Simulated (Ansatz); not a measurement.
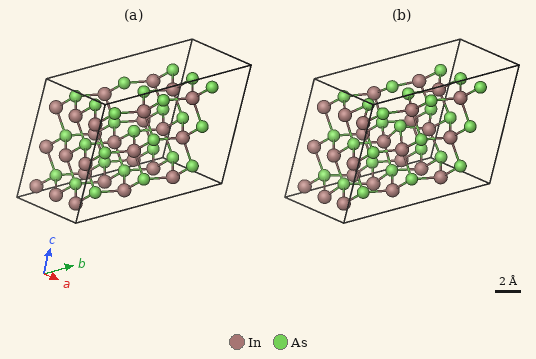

The structure of a defect cell of composition In$_{26}$As$_{27}$ (cell charge −3) before (left) and after (right) a relaxation, at one scale.

A ball-and-stick model of the cell of the calculation (origin shifted), seen slightly off an axis.

Computed with DFT, PBE, plane-wave PAW, default files, scalar-relativistic in Ansatz. Settings: plane-wave cutoff 420 eV; k-point mesh 2 × 2 × 2; occupations fermi dirac; smearing width 0.01 eV; no spin polarisation; atoms relaxed in a fixed cell; force threshold 0.03 eV/Å; at most 40 steps.

Summarise the run.

Answer. The largest moves, 0.47 Å, are those of As atoms. By element the largest moves are As 0.47 Å, In 0.18 Å. The cell doesn't change. Some distances before and after: As–In 2.614 → 2.659 Å, As–In 2.614 → 2.629 Å. Bond angles that change, for instance: As–In–As 109.5° → 123.9°, In–As–In 109.5° → 98.0°, In–As–In 109.5° → 118.4°. The energy falls by 1.843 eV per cell of the calculation in 3 accepted moves (4 points after the start). Largest force component: 0.67 eV/Å at the start, 0.026 eV/Å at the end. 1 step only repeated the SCF at the same geometry. The run took 3.1 min on 4 threads of Intel(R) Xeon(R) Platinum 8375C CPU @ 2.90GHz (Ice Lake) (shared host), peak memory 6.3 GiB.

Limits of the set-up: the cell is charged, on a uniform background, and energies carry no finite-size correction.
